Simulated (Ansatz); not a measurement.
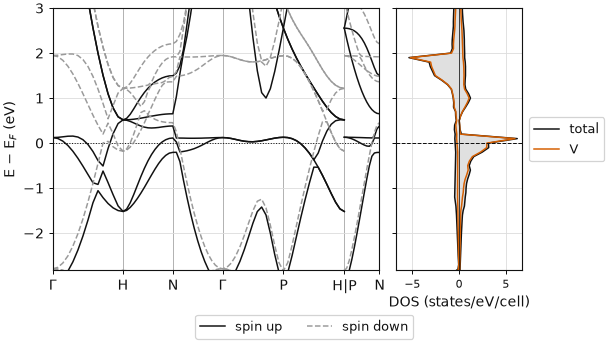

Band structure and density of states. Energies are counted from the Fermi level. The partial curves are projected on Löwdin-orthogonalised atomic shells. Spin-down states are drawn negative.

The material is VH₄, space group Im-3m (No. 229), 5 atoms in the cell.

Computed with Ansatz 0.2.0: DFT PBE, scalar-relativistic, plane waves, PAW, spin-polarised, 14×14×14 k mesh, 420 eV cutoff, Gaussian smearing of 0.1 eV.

Question: Metal, semiconductor or insulator?

Answer: A metal: 2 spin-up and 2 spin-down bands cross the Fermi level along this path.

Question: What do the unequal spin channels mean for the moment?

Answer: The two spin channels differ: the cell has a net moment of 1.4 μB, with spin up in the majority.

The structure is an invented one, so it need not be a known or stable phase.
